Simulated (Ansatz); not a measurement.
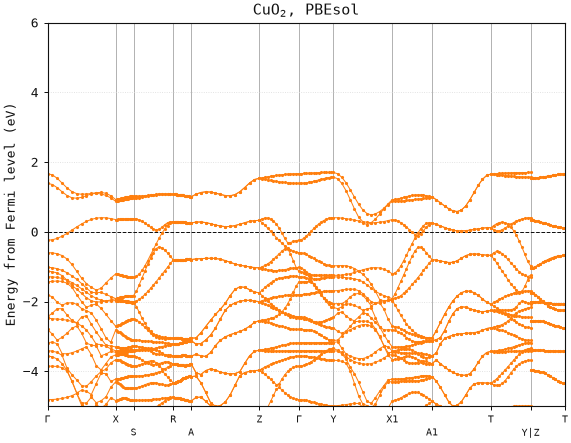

Band structure. Energies are counted from the Fermi level.

System: CuO₂, space group Cmcm (No. 63), 6 atoms in the primitive cell.

```cif
data_structure
_symmetry_space_group_name_H-M 'P 1'
_symmetry_Int_Tables_number 1
_cell_length_a 5.1829
_cell_length_b 5.1829
_cell_length_c 4.3434
_cell_angle_alpha 90.000
_cell_angle_beta 90.000
_cell_angle_gamma 149.664
_cell_volume 58.93
loop_
_atom_site_label
_atom_site_type_symbol
_atom_site_fract_x
_atom_site_fract_y
_atom_site_fract_z
_atom_site_occupancy
Cu1 Cu 0.16725 0.83275 0.75000 1
Cu2 Cu 0.83275 0.16725 0.25000 1
O1 O 0.78897 0.21103 0.75000 1
O2 O 0.21103 0.78897 0.25000 1
O3 O 0.55149 0.44851 0.75000 1
O4 O 0.44851 0.55149 0.25000 1
```

Level of theory: PBEsol, Ansatz PAW, no spin polarisation, no spin-orbit coupling, 9×9×5 k mesh, 420 eV cutoff, Fermi-Dirac smearing of 0.05 eV; code Ansatz 0.2.0.

**Does this material conduct, going by its bands?**

A metal: 2 bands cross the Fermi level along this path.

**Which levels at T lie nearest to the Fermi level?**

At T the nearest levels lie 0.68 eV below and 0.12 eV above the Fermi level.

The run has no spin polarisation, though such a crystal can be magnetic. Semilocal functionals often make such compounds metallic where correlation or magnetic order opens a gap, which also shifts bond lengths. The PAW data sets were made with another functional. The k mesh is thin for a metal, so its Fermi level is uncertain. The cell is under a strain of −4 % (biaxial). The cell is at 8 GPa in this functional. The cell comes from a database of computed structures, and whether it is the stable form of this composition wasn't checked. In reduced coordinates of the cell that was run, X is (0.268, 0.268, 0), S is (0, 0.5, 0), R is (0, 0.5, 0.5), A is (0.268, 0.268, 0.5), Z is (0, 0, 0.5), Y is (−0.5, 0.5, 0), X1 is (−0.268, 0.732, 0), A1 is (−0.268, 0.732, 0.5) and T is (−0.5, 0.5, 0.5).
